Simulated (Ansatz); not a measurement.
Ge

Input

```
crystal:
  lattice:
    - [1.4258553062, -2.6223709723, 0.0]
    - [1.4258553062, 2.6223709723, 0.0]
    - [0.0, 0.0, 2.5031330195]
  atoms:
    - { symbol: Ge, position: [0.5, 0.5, 0.0] }
basis:
  ecutwfc: 500
kpoints:
  mp_grid: { grid: [28, 28, 24] }
hamiltonian:
  xc: r2scan
scf:
  occupations: { method: gaussian, width: 0.15 }
output:
  forces: true
  stress: true
  eigenvalues: true
  write_density: true
  write_potential: true
  elf: true
  volumetric_format: npy
```

Launched as:

```sh
ansatz run input.yaml --threads 1 --pin off --max-ram 2560MiB --backend cpu --events-out ev --progress --plain --runs-dir out
```

Below, planes, directions and counts refer to the conventional cell (a = 2.85 Å, b = 5.24 Å, c = 2.50 Å, α = 90.00°, β = 90.00°, γ = 90.00°).

Space group Cmmm; a structure from a database of computed crystals, not necessarily the ambient phase.

Method: DFT r2SCAN, scalar-relativistic, plane waves, PAW (Ansatz).

**Predict the valence pseudo-density and electron localisation function between the atoms.**

Ge–Ge (2.50 Å): the density is about 0.44 e/Å³ at the midpoint; the ELF peaks at about 0.70 between the atoms.

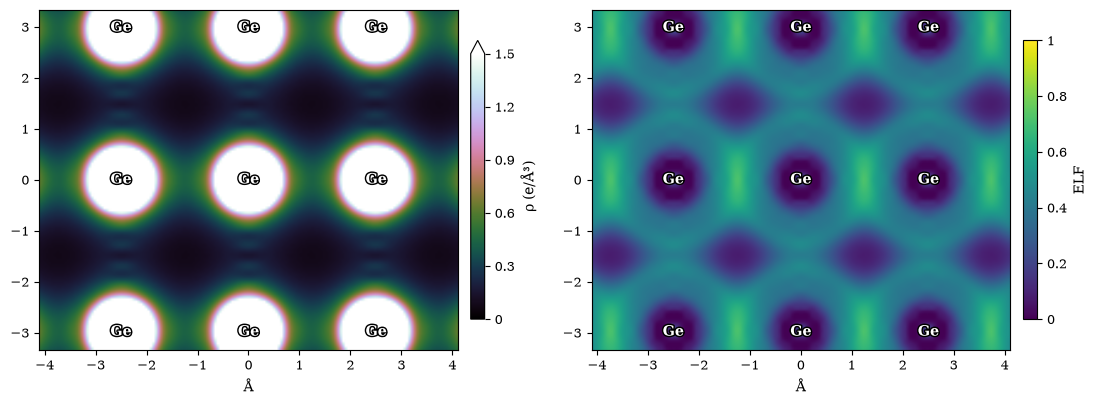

Computed valence pseudo-density and electron localisation function on the (11̄0) plane of the conventional cell, in this order. 

Core electrons are frozen (PAW), and the valence fields are smoothed inside the atomic spheres.
